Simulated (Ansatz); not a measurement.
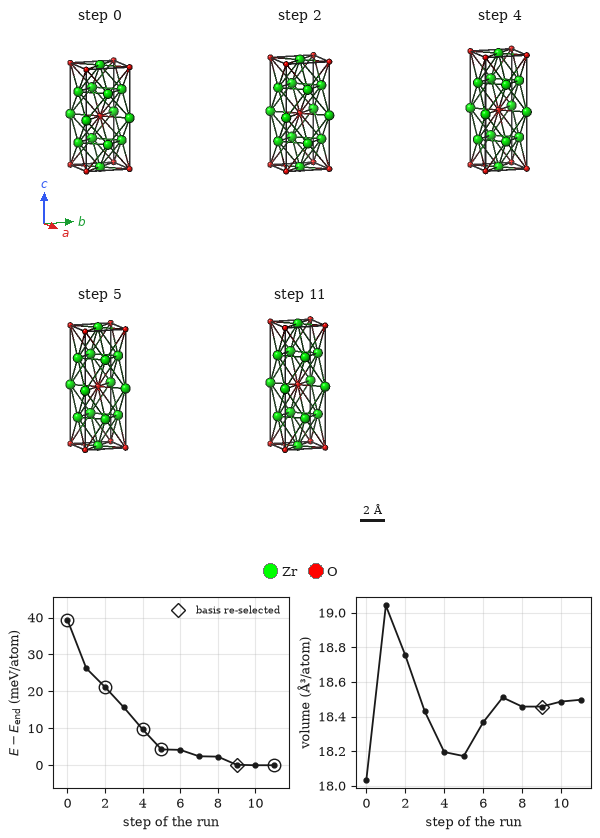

Frames of a relaxation of a crystal of Zr₃O (built on the TiAl3 (D0 type), marked on the history of the run. Style: ball-and-stick. Shown: the conventional cell (2 times the calculation's cell), slightly off an axis. Lengths and directions refer to the drawn axes.

Case: TiAl3 (D0_22) type (I4/mmm, No. 139).

Theory: Ansatz, DFT r2SCAN, scalar-relativistic, plane waves, PAW. (plane-wave cutoff 500 eV; k-point mesh 16 × 16 × 16; occupations gaussian; smearing width 0.1 eV; no spin polarisation; cell and atoms relaxed; force threshold 0.01 eV/Å; at most 80 steps)

Describe the path.

The run was cut off at its time limit before the relaxation converged, so the last structure is only a point on the way. No atom moves by more than 0.005 Å relative to the cell. Cell: a = b 4.012 → 3.711 Å (−7.5 %), c 8.962 → 10.744 Å (+19.9 %). Volume +2.6 %. Some distances before and after: O–Zr 3.007 → 3.265 Å, Zr–Zr 3.007 → 3.265 Å, O–Zr 2.837 → 2.624 Å, Zr–Zr 2.837 → 2.624 Å. The space group stays I4/mmm (No. 139). Over 10 accepted moves (11 points after the start) the energy falls by 39.3 meV per atom. All forces vanish by symmetry, so only the cell relaxes. Pressure: 2.66 GPa at the start and 0.00 GPa at the end. At 1 point the geometry stayed and the basis and grid were re-selected for the new cell (energy shift of 2.2 meV per atom at most each time). From step 0 to 2: volume +4.0 %, energy −18.2 meV per atom. From step 2 to 4: volume −3.0 %, energy −11.5 meV per atom. From step 4 to 5: volume −0.1 %, energy −5.4 meV per atom. From step 5 to 11: volume +1.8 %, energy −4.3 meV per atom.
